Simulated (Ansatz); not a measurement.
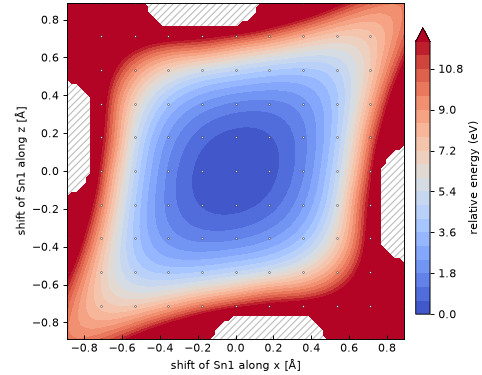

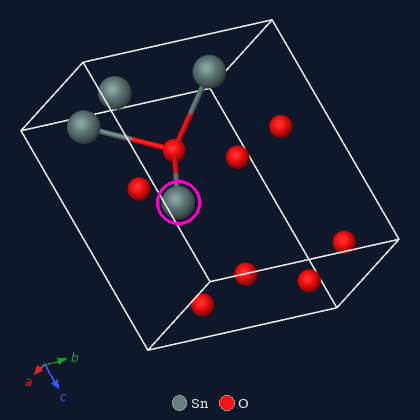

Energy landscape of SnO₂ (Fd-3m, No. 227; 12 atoms in the cell). 
- One atom moved over a plane, all else fixed (x, y and z along the cube axes).
- First axis: shift of Sn1 along x. Second axis: shift of Sn1 along z.
- Nothing is relaxed (all other atoms fixed).
- The scan uses an 11 × 11 grid; 33 points were computed and 76 follow by symmetry. At 12 points there is no value (left out of the scan, as a rule where atoms come close).
- Points are written as (first, second).
- Energies: eV per cell, counted from the lowest grid point.
- The band gap closes in part of the range.
- Level of theory: DFT PBE, scalar-relativistic, plane waves, PAW (Ansatz). Settings: cutoff 420 eV, k-mesh 6×6×6, gaussian smearing 0.05 eV, no spin polarisation.

In the figure: filled contours, dots at the grid points, one colour for all values above the top of the scale, hatched blanks where no value was computed. Between grid points the surface is interpolated. The second picture is the structure at the lowest point

> Describe this landscape.

The lowest grid point is at (0.000 Å, 0.000 Å). No other kind of well shows on this grid. The highest grid point, (−0.890 Å, 0.890 Å), lies 28.9 eV above the lowest. Near the minimum the curvatures are about 18 and 24 eV/Å² along the soft and the stiff direction.

Each point was launched as `ansatz run input.yaml --threads 4 --pin off --max-ram 8192MiB --backend cpu --events-out ev --progress --plain --runs-dir out`. Time for the 33 points that were run: 31 min on 4 threads of Arm Neoverse N1, on a shared host.

PAW datasets: the set soft_1.
